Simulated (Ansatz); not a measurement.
PtS2

```cif
data_structure
_symmetry_space_group_name_H-M 'P 1'
_symmetry_Int_Tables_number 1
_cell_length_a 7.1414
_cell_length_b 3.5702
_cell_length_c 4.7859
_cell_angle_alpha 89.997
_cell_angle_beta 89.969
_cell_angle_gamma 119.996
_cell_volume 105.68
loop_
_atom_site_label
_atom_site_type_symbol
_atom_site_fract_x
_atom_site_fract_y
_atom_site_fract_z
_atom_site_occupancy
Pt1 Pt 0.00249 0.00103 0.99969 1
S1 S 0.16905 0.66746 0.24983 1
S2 S 0.33595 0.33450 0.74959 1
Pt2 Pt 0.50250 0.00107 0.99974 1
S3 S 0.66907 0.66761 0.24983 1
S4 S 0.83592 0.33444 0.74959 1
```

Space group P-3m1; started from the 1T (CdI2) bulk prototype, which need not be the ambient phase; changed on purpose from its base cell (shaken).

Computed with Ansatz, DFT, PBEsol, plane waves, PAW.

Core electrons are frozen (PAW), and the valence fields are smoothed inside the atomic spheres.

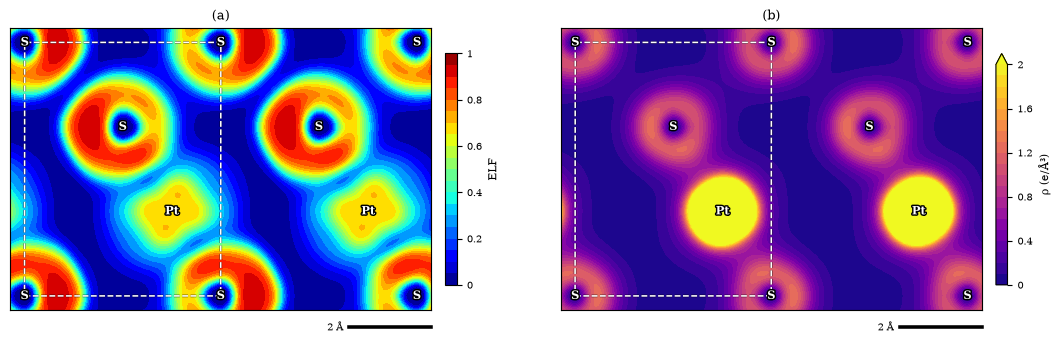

Figure 1. (a) electron localisation function; (b) valence charge density (pseudo) on the (11̄0) plane of the calculation cell.

> Describe what can be read from this map.

The section cuts through S and Pt sites. Pt–S (2.38 Å): the density is about 0.68 e/Å³ at the midpoint; the ELF peaks at about 0.90 in the valence shell of S, 0.8 Å from its nucleus, and is about 0.45 at the midpoint. Between the atoms the lowest density in this plane is 0.02 e/Å³. The features right at Pt lie inside the PAW spheres, where the map follows smoothed inner orbitals and isn't to be read closely.

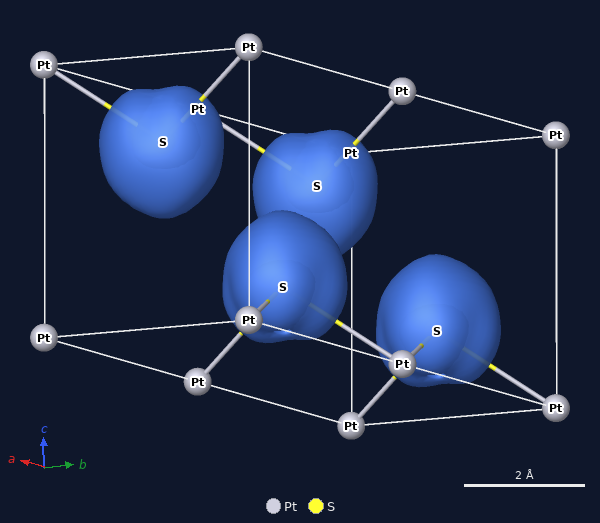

Figure 2. Isosurface of the electron localisation function at 0.7 (blue), seen at an oblique angle. Only the valence region is drawn (cores and ρ < 0.01 e/Å³ removed). Sticks mark near contacts.

> What do the ELF domains correspond to?

At this value the surface marks out four regions wrapped around S (the valence shell of each), counted in one cell of 6 atoms. Regions shared between cells count once.

> Metal or insulator at this level of theory?

It is gapped, with a Kohn–Sham gap of 0.27 eV on the k-point mesh (the band edges may lie off the mesh, which would make the gap smaller).
